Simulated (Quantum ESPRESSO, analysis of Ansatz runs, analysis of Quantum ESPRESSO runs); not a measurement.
# Cu-H pair in ZnO: local vibrational mode, LDA (Quantum ESPRESSO)

Aim: the local vibrational mode of the Cu-H pair in ZnO, to be set beside the measurement. Set-up: LDA, GBRV 1.5 LDA, 32-site cell, LDA lattice, k: the single point 1/4 1/4 1/4. The model is a cell of 32 host atoms with Cu put on another atom's site and H put in between. The frequencies come from force constants among the defect atom and its neighbours, with the masses of the isotopes named. A local or semilocal functional is the cheapest first rung.

**The experiment.** O-H stretch, 1H: 3191.8 cm⁻¹, by IR absorption (quoted in “Hydrogen-related defects in hydrothermally grown ZnO studied by Fourier Transform Infrared Spectroscopy”, 2010, Halvard Haug, quoting earlier work (1978)). O-D stretch, 2H: 2379 cm⁻¹, by IR absorption (quoted in “Hydrogen-related defects in hydrothermally grown ZnO studied by Fourier Transform Infrared Spectroscopy”, 2010, Halvard Haug, quoting earlier work (1978)).

Calculated with Quantum ESPRESSO 7.5; Quantum ESPRESSO plane-wave DFT, LDA, GBRV 1.5 LDA potentials; relaxation of all atoms of a defect supercell.

## 1. The structure

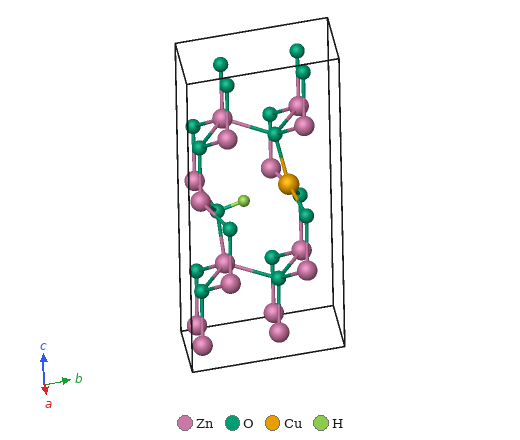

The starting structure, seen slightly off an axis (zinc pink, oxygen teal, copper orange, hydrogen green).

The cell holds 33 atoms: 15 Zn, 16 O, 1 Cu and 1 H. Its edges and angles: a = 6.379 Å, b = 6.379 Å, c = 10.313 Å, α = 90.0°, β = 90.0°, γ = 120.0°. It derives from ZnO (space group P6_3mc). Nearest the centre at fractional (0.281, 0.562, 0.481): H33 at 0.60 Å, Cu14 at 1.07 Å, O4 at 1.60 Å, O15 at 2.23 Å, O28 at 2.24 Å, O12 at 2.24 Å, Zn6 at 2.70 Å, Zn22 at 2.70 Å.

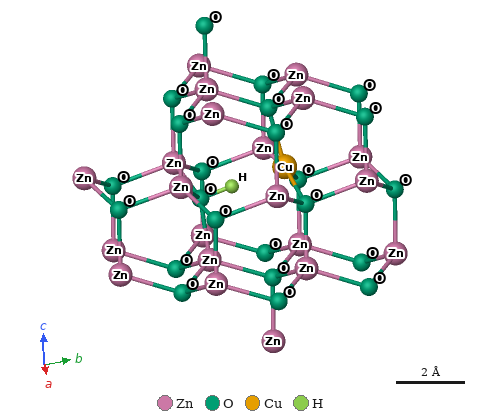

The atoms within 5 Å of the centre.

The host's primitive cell comes from a first run (Quantum ESPRESSO plane-wave DFT, LDA, GBRV 1.5 LDA potentials; relaxation of cell and atoms of a defect-free cell): vectors of 3.189, 3.189 and 5.156 Å. That is 11.36 Å³ an atom, 4.6 % under the diffraction cell's volume. The supercell is built on it.

## 2. Relaxation, charge 0

Every later number rests on the structure around the defect, so the atoms are relaxed at the host's lattice first.

The input, pw.in:

```
&CONTROL
  calculation = 'relax'
  prefix = 'pwscf'
  outdir = './tmp'
  pseudo_dir = './pseudo'
  tprnfor = .true.
  disk_io = 'low'
  nstep = 70
  forc_conv_thr = 0.00039
  etot_conv_thr = 0.0001
/
&SYSTEM
  ibrav = 0
  nat = 33
  ntyp = 4
  ecutwfc = 45
  ecutrho = 360
  nbnd = 212
  occupations = 'smearing'
  smearing = 'fd'
  degauss = 0.00073499
  nosym = .true.
/
&ELECTRONS
  conv_thr = 3d-08
  electron_maxstep = 100
  mixing_beta = 0.5
/
&IONS
  ion_dynamics = 'bfgs'
/
ATOMIC_SPECIES
Zn    65.3800 zn_lda_v1.uspp.F.UPF
O     15.9990 o_lda_v1.2.uspp.F.UPF
Cu    63.5460 cu_lda_v1.2.uspp.F.UPF
H      1.0080 h_lda_v1.4.uspp.F.UPF
CELL_PARAMETERS angstrom
   6.3788936946    0.0000000000    0.0000000000
  -3.1894468473    5.5242840431    0.0000000000
   0.0000000000    0.0000000000   10.3127043865
ATOMIC_POSITIONS crystal
Zn     0.1663855462    0.3325835796    0.2482512948
Zn     0.3321841542    0.1633140585    0.0008030658
O      0.3297798666    0.1651949933    0.1890376992
O      0.1441783898    0.2897795727    0.4297824691
Zn     0.1695460891    0.3343094658    0.7512877851
Zn     0.3335493792    0.1695536621    0.5010382243
O      0.3348715427    0.1683717512    0.6876998807
O      0.1642758315    0.3302831261    0.9384602708
Zn     0.1698494615    0.8352107717    0.2492405644
Zn     0.3320225816    0.6664808331    0.0019320261
O      0.3324103204    0.6691701639    0.1897485448
O      0.1636354458    0.8332108498    0.4399753136
Zn     0.1702304472    0.8348534680    0.7498469572
Cu     0.3706056060    0.7457637458    0.5149113009
O      0.3298924524    0.6648290113    0.6899559812
O      0.1671640018    0.8323992312    0.9411334787
Zn     0.6647647601    0.3317056837    0.2485514974
Zn     0.8300184952    0.1643504049   -0.0005170845
O      0.8316868060    0.1678374727    0.1881482229
O      0.6663416459    0.3343623720    0.4375719003
Zn     0.6643512086    0.3298879254    0.7496783312
Zn     0.8352244944    0.1678759389    0.5017933887
O      0.8304858113    0.1648743214    0.6905330410
O      0.6680798412    0.3338535189    0.9375754972
Zn     0.6702188554    0.8345472439    0.2500083619
Zn     0.8341087154    0.6684116593   -0.0015504327
O      0.8324512605    0.6650487263    0.1910916082
O      0.6675595883    0.8368116818    0.4392335008
Zn     0.6653825338    0.8347386592    0.7514454627
Zn     0.8362932213    0.6686497719    0.5012202338
O      0.8337295573    0.6691111523    0.6880211018
O      0.6699887724    0.8338685035    0.9390268101
H      0.2320002960    0.4594248827    0.4630568024
K_POINTS crystal
1
0.25 0.25 0.25 1.0
```

Started as:

```
$ OMP_NUM_THREADS=1 mpirun -n 4 pw.x -in pw.in > pw.out
```

Output:

```text
This program is part of the open-source Quantum ESPRESSO suite
     for quantum simulation of materials; please cite
         "P. Giannozzi et al., J. Phys.:Condens. Matter 21 395502 (2009);
         "P. Giannozzi et al., J. Phys.:Condens. Matter 29 465901 (2017);
         "P. Giannozzi et al., J. Chem. Phys. 152 154105 (2020);
          URL
     in publications or presentations arising from this work. More details at

     Subspace diagonalization in iterative solution of the eigenvalue problem:
     one sub-group per band group will be used
     scalapack distributed-memory algorithm (size of sub-group:  2*  2 procs)

     --------------------
     sticks:   dense  smooth     PW     G-vecs:    dense   smooth      PW
     Min         904     449    124                70722    24994    3540
     Max         906     451    125                70724    24997    3545
     Sum        3619    1801    499               282891    99983   14173

     Using Slab Decomposition

     bravais-lattice index     =            0
     lattice parameter (alat)  =      12.0544  a.u.
     unit-cell volume          =    2452.3956 (a.u.)^3
     number of atoms/cell      =           33
     number of atomic types    =            4
     number of electrons       =       416.00
     number of Kohn-Sham states=          212
     kinetic-energy cutoff     =      45.0000  Ry
     charge density cutoff     =     360.0000  Ry
     scf convergence threshold =      3.0E-08
     mixing beta               =       0.5000
     number of iterations used =            8  plain     mixing
     energy convergence thresh.=      1.0E-04
     force convergence thresh. =      3.9E-04
     Exchange-correlation=  SLA  PZ   NOGX NOGC
                           (   1   1   0   0   0   0   0)
     nstep                     =           70

     celldm(1)=  12.054362  celldm(2)=   0.000000  celldm(3)=   0.000000
     celldm(4)=   0.000000  celldm(5)=   0.000000  celldm(6)=   0.000000

     crystal axes: (cart. coord. in units of alat)
               a(1) = (   1.000000   0.000000   0.000000 )
               a(2) = (  -0.500000   0.866025   0.000000 )
               a(3) = (   0.000000   0.000000   1.616692 )

     reciprocal axes: (cart. coord. in units 2 pi/alat)
               b(1) = (  1.000000  0.577350 -0.000000 )
               b(2) = (  0.000000  1.154701  0.000000 )
               b(3) = (  0.000000 -0.000000  0.618547 )

     PseudoPot. # 1 for Zn read from file:
     zn_lda_v1.uspp.F.UPF
     Pseudo is Ultrasoft, Zval = 20.0
     Generated by new atomic code, or converted to UPF format
     Using radial grid of  943 points,  6 beta functions with:
                l(1) =   0
                l(2) =   0
                l(3) =   1
                l(4) =   1
                l(5) =   2
                l(6) =   2
     Q(r) pseudized with  8 coefficients,  rinner =    1.100   1.100   1.100
                                                       1.100   1.100

     PseudoPot. # 2 for O  read from file:
     o_lda_v1.2.uspp.F.UPF
     Pseudo is Ultrasoft + core correction, Zval =  6.0
     Generated by new atomic code, or converted to UPF format
     Using radial grid of  737 points,  5 beta functions with:
                l(1) =   0
                l(2) =   0
                l(3) =   1
                l(4) =   1
                l(5) =   2
     Q(r) pseudized with  8 coefficients,  rinner =    0.900   0.900   0.900
                                                       0.900   0.900

     PseudoPot. # 3 for Cu read from file:
     cu_lda_v1.2.uspp.F.UPF
     Pseudo is Ultrasoft + core correction, Zval = 19.0
     Generated by new atomic code, or converted to UPF format
     Using radial grid of  867 points,  6 beta functions with:
                l(1) =   0
                l(2) =   0
                l(3) =   1
                l(4) =   1
                l(5) =   2
                l(6) =   2
     Q(r) pseudized with  8 coefficients,  rinner =    1.150   1.150   1.150
                                                       1.150   1.150

     PseudoPot. # 4 for H  read from file:
     h_lda_v1.4.uspp.F.UPF
     Pseudo is Ultrasoft, Zval =  1.0
     Generated by new atomic code, or converted to UPF format
     Using radial grid of  615 points,  2 beta functions with:
                l(1) =   0
                l(2) =   0
     Q(r) pseudized with  8 coefficients,  rinner =    0.700

     atomic species   valence    mass     pseudopotential
     Zn               20.00    65.38000     Zn( 1.00)
     O                 6.00    15.99900     O ( 1.00)
     Cu               19.00    63.54600     Cu( 1.00)
     H                 1.00     1.00800     H ( 1.00)

     No symmetry found

   Cartesian axes

     site n.     atom                  positions (alat units)
         1        Zn     tau(   1) = (   0.0000938   0.2880258   0.4013458  )
         2        Zn     tau(   2) = (   0.2505271   0.1414341   0.0012983  )
         3        O      tau(   3) = (   0.2471824   0.1430631   0.3056157  )
         4        O      tau(   4) = (  -0.0007114   0.2509565   0.6948257  )
         5        Zn     tau(   5) = (   0.0023914   0.2895205   1.2146007  )
         6        Zn     tau(   6) = (   0.2487725   0.1468378   0.8100243  )
         7        O      tau(   7) = (   0.2506857   0.1458142   1.1117987  )
         8        O      tau(   8) = (  -0.0008657   0.2860336   1.5172009  )
         9        Zn     tau(   9) = (  -0.2477559   0.7233138   0.4029451  )
        10        Zn     tau(  10) = (  -0.0012178   0.5771893   0.0031235  )
        11        O      tau(  11) = (  -0.0021748   0.5795184   0.3067649  )
        12        O      tau(  12) = (  -0.2529700   0.7215818   0.7113044  )
        13        Zn     tau(  13) = (  -0.2471963   0.7230043   1.2122713  )
        14        Cu     tau(  14) = (  -0.0022763   0.6458504   0.8324528  )
        15        O      tau(  15) = (  -0.0025221   0.5757588   1.1154461  )
        16        O      tau(  16) = (  -0.2490356   0.7208789   1.5215227  )
        17        Zn     tau(  17) = (   0.4989119   0.2872656   0.4018311  )
        18        Zn     tau(  18) = (   0.7478433   0.1423316  -0.0008360  )
        19        O      tau(  19) = (   0.7477681   0.1453515   0.3041777  )
        20        O      tau(  20) = (   0.4991605   0.2895663   0.7074189  )
        21        Zn     tau(  21) = (   0.4994072   0.2856913   1.2119987  )
        22        Zn     tau(  22) = (   0.7512865   0.1453848   0.8112452  )
        23        O      tau(  23) = (   0.7480487   0.1427854   1.1163790  )
[...]
atom    6 type  1   force =     0.00003081    0.00004572   -0.00018324
     atom    7 type  2   force =     0.00003369    0.00002511   -0.00009873
     atom    8 type  2   force =    -0.00024628    0.00028424   -0.00000044
     atom    9 type  1   force =    -0.00005152   -0.00000933   -0.00004241
     atom   10 type  1   force =     0.00005148    0.00018628    0.00005738
     atom   11 type  2   force =     0.00011917    0.00001490    0.00007638
     atom   12 type  2   force =    -0.00034634    0.00003931   -0.00023609
     atom   13 type  1   force =    -0.00003299   -0.00009886   -0.00018279
     atom   14 type  3   force =     0.00029635    0.00021455    0.00026265
     atom   15 type  2   force =    -0.00002282   -0.00022826    0.00009089
     atom   16 type  2   force =    -0.00008201   -0.00008416   -0.00009693
[...]
Total force =     0.001617     Total SCF correction =     0.000039
     Energy error            =      6.6E-06 Ry
     Gradient error          =      4.7E-04 Ry/Bohr

     number of scf cycles    =  40
     number of bfgs steps    =  39

     energy             old  =   -7841.0143625907 Ry
     energy             new  =   -7841.0143691818 Ry

     CASE: energy            _new < energy            _old

     new trust radius        =       0.0024563479 bohr
     new conv_thr            =       0.0000000003 Ry

ATOMIC_POSITIONS (crystal)
Zn               0.1583401553        0.3237692880        0.2365066412
Zn               0.3335613270        0.1619372559        0.0003199914
O                0.3300714685        0.1579484725        0.1894015862
O                0.1575170668        0.3060832020        0.4303441442
Zn               0.1608640994        0.3342376664        0.7510525695
Zn               0.3386765927        0.1494281540        0.4998933915
O                0.3272469256        0.1701038099        0.6884334956
O                0.1640714832        0.3272153256        0.9409891955
Zn               0.1626604148        0.8253116364        0.2533875159
Zn               0.3289724550        0.6625080898       -0.0038459406
O                0.3262293709        0.6587077162        0.1862333311
O                0.1714854677        0.8224742136        0.4403687505
Zn               0.1509535444        0.8404684094        0.7527527021
Cu               0.4320056006        0.7667306486        0.5371284930
O                0.3149512897        0.6683231779        0.7046201121
O                0.1617703519        0.8311547374        0.9411991286
[...]
NEW-OLD atomic charge density approx. for the potential

     Check: negative core charge=   -0.000002

     Self-consistent Calculation

     iteration #  1     ecut=    45.00 Ry     beta= 0.50
     Davidson diagonalization with overlap
     ethr =  1.00E-06,  avg # of iterations =  4.0

     Threshold (ethr) on eigenvalues was too large:
     Diagonalizing with lowered threshold

     Davidson diagonalization with overlap
     ethr =  7.52E-10,  avg # of iterations =  5.0

     total energy              =   -7841.01437271 Ry
     estimated scf accuracy    <       0.00000467 Ry

     iteration #  2     ecut=    45.00 Ry     beta= 0.50
     Davidson diagonalization with overlap
     ethr =  1.12E-09,  avg # of iterations =  5.0

     total energy              =   -7841.01437289 Ry
     estimated scf accuracy    <       0.00000254 Ry

     iteration #  3     ecut=    45.00 Ry     beta= 0.50
     Davidson diagonalization with overlap
     ethr =  6.11E-10,  avg # of iterations =  6.0

     total energy              =   -7841.01437326 Ry
     estimated scf accuracy    <       0.00000211 Ry

     iteration #  4     ecut=    45.00 Ry     beta= 0.50
     Davidson diagonalization with overlap
     ethr =  5.08E-10,  avg # of iterations =  5.0

     total energy              =   -7841.01437354 Ry
     estimated scf accuracy    <       0.00000013 Ry

     iteration #  5     ecut=    45.00 Ry     beta= 0.50
     Davidson diagonalization with overlap
     ethr =  3.03E-11,  avg # of iterations =  4.0

     total energy              =   -7841.01437357 Ry
     estimated scf accuracy    <       0.00000001 Ry

     iteration #  6     ecut=    45.00 Ry     beta= 0.50
     Davidson diagonalization with overlap
     ethr =  3.26E-12,  avg # of iterations =  3.0

     total energy              =   -7841.01437357 Ry
     estimated scf accuracy    <          1.5E-09 Ry

     iteration #  7     ecut=    45.00 Ry     beta= 0.50
     Davidson diagonalization with overlap
     ethr =  3.63E-13,  avg # of iterations =  3.0

     End of self-consistent calculation

          k = 0.2500 0.4330 0.1546 ( 12509 PWs)   bands (ev):

  -113.7782-113.6321-113.6111-113.5662-113.5271-113.4854-113.4767-113.4683
  -113.4622-113.4508-113.4500-113.4481-113.3646-113.3462-113.3446-100.2281
[...]
4.6827   4.6957   4.7123   4.7306   4.7461   4.7709   4.7939   4.8220
     4.8450   4.8783   4.9584   4.9958   5.1467   5.1867   5.2379   5.2645
     5.3268   5.3894   5.4990   5.5498   5.7442   5.8069   5.9418   6.0383
     6.0825   6.1615   6.1815   6.3842   6.5112   6.5912   6.6453   6.8165
     6.8491   6.9042   6.9666   7.0205   7.0559   7.0845   7.1912   7.2129
     7.2711   7.2961   7.4170   7.5124   7.5598   7.6445   7.7469   7.8213
     7.8585   7.9084   8.0428   8.0769   8.0984   8.1975   8.2115   8.2630
     8.3317   8.5086   8.6049   8.7366   8.9744   9.2537   9.7982  10.1185
    12.1969  13.1505  13.5107  13.6304

     the Fermi energy is    11.7366 ev

!    total energy              =   -7841.01437357 Ry
     estimated scf accuracy    <          2.2E-10 Ry
     smearing contrib. (-TS)   =       0.00000000 Ry
     internal energy E=F+TS    =   -7841.01437357 Ry

     The total energy is F=E-TS. E is the sum of the following terms:
     one-electron contribution =   -6314.75407293 Ry
     hartree contribution      =    3335.75267586 Ry
     xc contribution           =    -779.13810119 Ry
     ewald contribution        =   -4082.87487531 Ry

     convergence has been achieved in   7 iterations

     Forces acting on atoms (cartesian axes, Ry/au):

[...]
atom   26 type  1   force =    -0.00022872    0.00007563    0.00006506
     atom   27 type  2   force =    -0.00016364    0.00001941    0.00030811
     atom   28 type  2   force =    -0.00003647   -0.00022182   -0.00004181
     atom   29 type  1   force =     0.00014180   -0.00002375   -0.00017500
     atom   30 type  1   force =     0.00000118    0.00007286   -0.00007277
     atom   31 type  2   force =    -0.00001221   -0.00005092   -0.00017879
     atom   32 type  2   force =     0.00002655   -0.00010150   -0.00028967
     atom   33 type  4   force =     0.00020494   -0.00022813   -0.00001119

     Total force =     0.001411     Total SCF correction =     0.000072
     Energy error            =      4.4E-06 Ry
     Gradient error          =      3.8E-04 Ry/Bohr

     bfgs converged in  41 scf cycles and  40 bfgs steps
     (criteria: energy <  1.0E-04 Ry, force <  3.9E-04 Ry/Bohr)

     End of BFGS Geometry Optimization

     Final energy             =   -7841.0143735674 Ry

     File ./tmp/pwscf.bfgs deleted, as requested
Begin final coordinates

ATOMIC_POSITIONS (crystal)
[...]
Zn               0.8305229585        0.6618339398        0.0006652733
O                0.8313150855        0.6637969234        0.1890048588
O                0.6934183596        0.8471422513        0.4287949303
Zn               0.6586545354        0.8355847980        0.7517638196
Zn               0.8425167563        0.6691685589        0.4991299387
O                0.8236396703        0.6688873353        0.6891288733
O                0.6639340527        0.8294319825        0.9406102365
H                0.2547664934        0.4847517524        0.4555456819
End final coordinates

=------------------------------------------------------------------------------=
   JOB DONE.
=------------------------------------------------------------------------------=
```

Run time: 21 min. Hardware: 4 MPI ranks of AMD EPYC 7R13 (Zen 3), shared host; peak memory 1.6 GiB; 84 min of CPU time.

(Part 1 of 2 ends here.)

[Logs are printed without paths, hosts, clocks, repeated set-up lines and the standing remarks that a program may print on its own settings, such as how far it seeks lower states.]

[Hosts, paths, dates, database ids (printed as entryN), source tags and the programs' standing remarks are cut or masked in the printed files.]

[For some hosts the program warned that the k-mesh of the response run may be too coarse for force constants and the static dielectric constant; such warnings are not shown here.]
